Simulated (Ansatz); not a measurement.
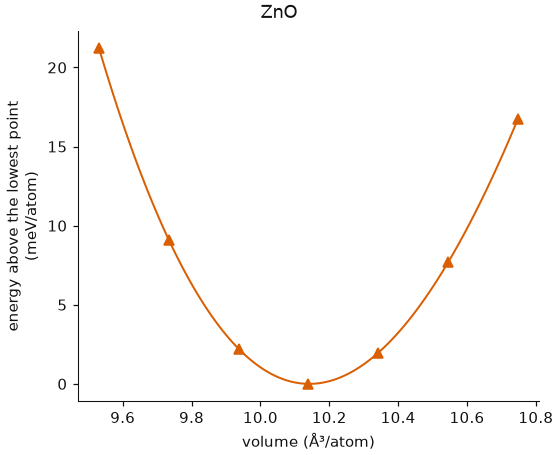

The figure shows the energy above the lowest point against volume for ZnO, space group Fm-3m (No. 225) (one of a set of cubic test structures, which need not be the stable phase).

How it was computed, with Ansatz 0.2.0 development build: equation of state of a cubic crystal from periodic Kohn-Sham density functional theory without spin, third-order Birch-Murnaghan fit to the free energies; pressure corrected for the finite basis. Level: PBE.

- structure type: rock salt
- atoms in cell: 2
- space group number: 225
- lattice centring: face-centred primitive
- k mesh: 22×22×22
- occupation method: Fermi–Dirac
- occupation width: 0.06123 eV
- wave cutoff: 700 eV
- datasets: hard PAW
- density tolerance: 1e−09 eV
- bands: 17
- density cutoff ratio: 4
- search for lower states: default

How stiff is the solid, and where is its volume at rest?

Answer. A third-order Birch–Murnaghan fit gives V0 = 10.14 Å³/atom, B0 = 165 GPa and B′ = 4.5.

Caveats: cubic model structure, not the ambient form.

The computed values:

```
volume (Å³/atom)  energy above the lowest point (meV/atom)
            9.53                                      21.2
            9.73                                       9.1
            9.94                                       2.2
           10.14                                       0.0
           10.34                                       2.0
           10.55                                       7.7
           10.75                                      16.7
```
